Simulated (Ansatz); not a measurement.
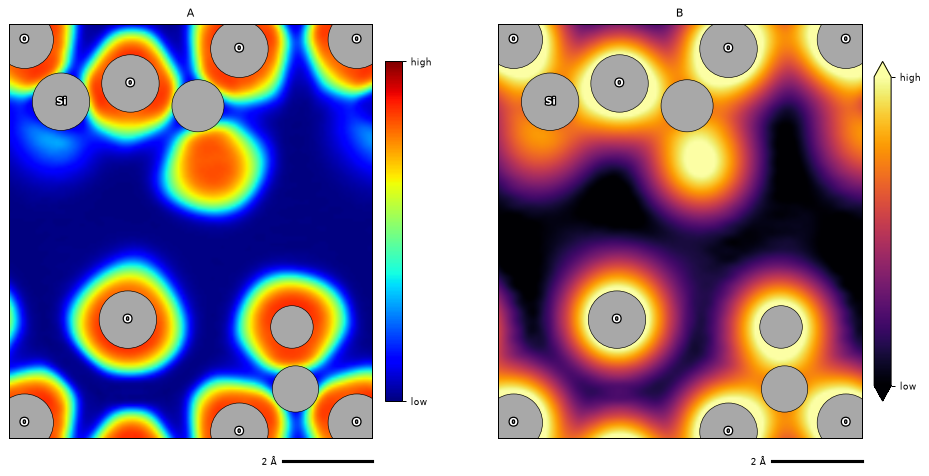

SiO$_{2}$: 2 fields on the (010) plane of the conventional cell, with unlabelled colour scales. Grey discs cover the atomic cores.

Space group P4₃2₁2; computed pressure about 4 GPa in this cell.

The calculation used DFT, PBE, plane-wave PAW, default files, scalar-relativistic in Ansatz.

**The panels show electron localisation function and valence pseudo-density in some order. Assign them.**

Panel A: electron localisation function. Panel B: valence pseudo-density. From the grid: Si–O (1.61 Å): ρ is about 1.3 e/Å³ halfway; the ELF peaks at about 0.85 between the atoms; a shared but strongly polarised pair.
